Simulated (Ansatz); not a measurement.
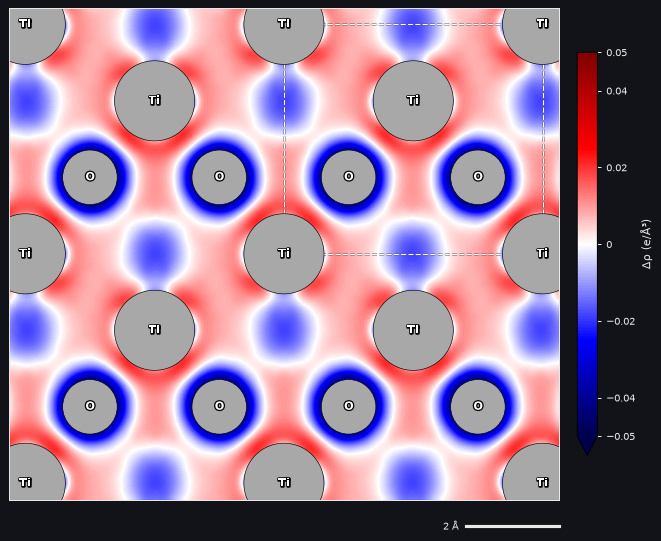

TiO. Difference of the valence pseudo-densities of two functionals at the same geometry, on the (110) plane of the calculation cell: one of LDA and r2SCAN less the other.

Space group P6₃/mmc; a structure from a database of computed crystals, not necessarily the ambient phase.

Both computed with Ansatz (plane waves, PAW), on the same k-point mesh. Grey discs cover the atomic cores.

Q: Which was subtracted from which, and what does the map show?

A: It is LDA less r2SCAN. Against r2SCAN, LDA gives more density around Ti (+0.010 e/Å³ on average at 1.1 Å from the nucleus), less density around O (−0.024 e/Å³ on average at 0.7 Å from the nucleus) and a change of +0.015 e/Å³ at the midpoint of Ti–O.
